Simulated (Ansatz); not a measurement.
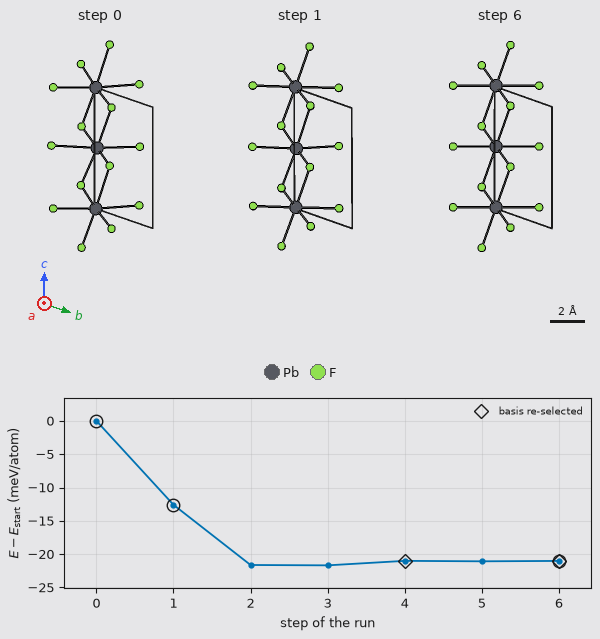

Frames of a relaxation of crystalline PbF2 (built on the database structure type), marked on the history of the run. The picture is a ball-and-stick view of the cell of the calculation, reduced to other axes, seen along the a axis. Lengths and directions refer to the drawn axes.

Case: shaken.

The calculation used DFT, PBEsol, plane waves, PAW in Ansatz. Set-up: plane-wave cutoff 420 eV; k-point mesh 6 × 6 × 6; occupations fermi dirac; smearing width 0.05 eV; no spin polarisation; cell and atoms relaxed; force threshold 0.01 eV/Å; at most 120 steps.

> What happens along the run?

The atom that moves furthest relative to the cell is an F atom (0.15 Å along [2 1 −1]). By element the largest moves are F 0.15 Å, Pb 0.11 Å. The volume changes by −1.6 %, with a 4.191 → 4.171 Å (−0.5 %), b 4.218 → 4.171 Å (−1.1 %), c 7.190 → 7.223 Å (+0.5 %), α 106.4° → 106.8°, β 90.2° → 90.0°, γ 119.7° → 120.0°. Among the contacts that change: F–Pb 2.343 → 2.554 Å, F–Pb 2.733 → 2.554 Å, F–Pb 2.420 → 2.554 Å, F–Pb 2.677 → 2.554 Å. Among the angles between lasting bonds that change: F–Pb–F 173.5° → 180.0°, F–Pb–F 76.2° → 70.5°, F–Pb–F 115.1° → 109.5°. The space group (tolerance 0.01 Å) goes from P1 (No. 1) to Fm-3m (No. 225). After 4 accepted moves (6 points after the start) the energy has fallen by 21.0 meV per atom. Largest force component: 0.44 eV/Å at the start, 0.00018 eV/Å at the end. Pressure: −0.33 GPa at the start and −0.01 GPa at the end. The SCF was repeated twice at an unchanged geometry on a basis and grid sized afresh for the cell, which shifted the energy by 0.7 meV per atom at most. The run took 64 s on 2 threads of Intel(R) Xeon(R) 6975P-C (Granite Rapids) (shared host), peak memory 0.65 GiB. From step 0 to 1: an F atom moves most (0.19 Å), volume −2.7 %, energy −12.6 meV per atom. From step 1 to 6: a Pb atom moves most (0.11 Å), volume +1.1 %, energy −8.4 meV per atom.

```json
{"step": "0", "E − E(0), meV/atom": "0.00", "largest force component, eV/Å": "0.4414", "pressure, GPa": "-0.33", "volume, Å³/atom": "17.388", "note": ""}
{"step": "1", "E − E(0), meV/atom": "-12.60", "largest force component, eV/Å": "0.3470", "pressure, GPa": "1.41", "volume, Å³/atom": "16.912", "note": ""}
{"step": "2", "E − E(0), meV/atom": "-21.63", "largest force component, eV/Å": "0.0064", "pressure, GPa": "-0.04", "volume, Å³/atom": "17.130", "note": ""}
{"step": "3", "E − E(0), meV/atom": "-21.68", "largest force component, eV/Å": "0.0004", "pressure, GPa": "0.00", "volume, Å³/atom": "17.122", "note": ""}
{"step": "4", "E − E(0), meV/atom": "-21.01", "largest force component, eV/Å": "0.0004", "pressure, GPa": "-0.09", "volume, Å³/atom": "17.122", "note": "same geometry, new basis"}
{"step": "5", "E − E(0), meV/atom": "-21.07", "largest force component, eV/Å": "0.0002", "pressure, GPa": "-0.01", "volume, Å³/atom": "17.104", "note": ""}
{"step": "6", "E − E(0), meV/atom": "-21.02", "largest force component, eV/Å": "0.0002", "pressure, GPa": "-0.01", "volume, Å³/atom": "17.104", "note": "same geometry, new basis"}
```
